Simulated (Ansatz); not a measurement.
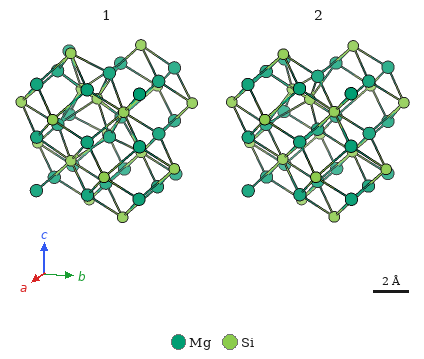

Two geometries of a defect cell of composition Mg64Si33 (cell charge −1), drawn at one scale. One is the start of a relaxation, the other its converged end. A ball-and-stick model of the atoms within 5.8 Å of the atom that moves most (axes of the cell of the calculation (origin shifted)), seen slightly off an axis.

The calculation used DFT, PBEsol, PAW, plane waves in Ansatz. Settings: plane-wave cutoff 420 eV; k-point mesh 1 × 1 × 1; mesh shifted by (0.25, 0.25, 0.25); collinear spin; atoms relaxed in a fixed cell; force threshold 0.03 eV/Å; at most 80 steps.

Q: Which geometry has the lower energy?

A: Structure 1 is the relaxed one. The atoms of the start lie slightly off their symmetric places, so part of the fall in energy undoes that. The atom that moves furthest is a Mg atom (0.60 Å along [1 1 −1]). Largest moves by element: Mg 0.60 Å, Si 0.16 Å. The cell stays as it was. Near-neighbour distances that change, for instance: Mg–Si 1.865 → 2.490 Å, Mg–Si 1.888 → 2.491 Å, Mg–Si 1.929 → 2.488 Å, Mg–Si 2.984 → 2.763 Å. Among the angles between lasting bonds that change: Si–Mg–Si 119.2° → 105.5°, Si–Mg–Si 118.6° → 105.2°, Si–Mg–Si 118.0° → 104.8°. The energy falls by 10.059 eV per cell of the calculation in 6 geometry steps. The largest force component goes from 9.5 to 0.023 eV/Å. The run took 11 s on 1 × NVIDIA GB200 with 8 threads of Arm Neoverse-V2, peak memory 2.2 GiB.

Limits of the set-up: the cell is charged, on a uniform background, and energies carry no finite-size correction.
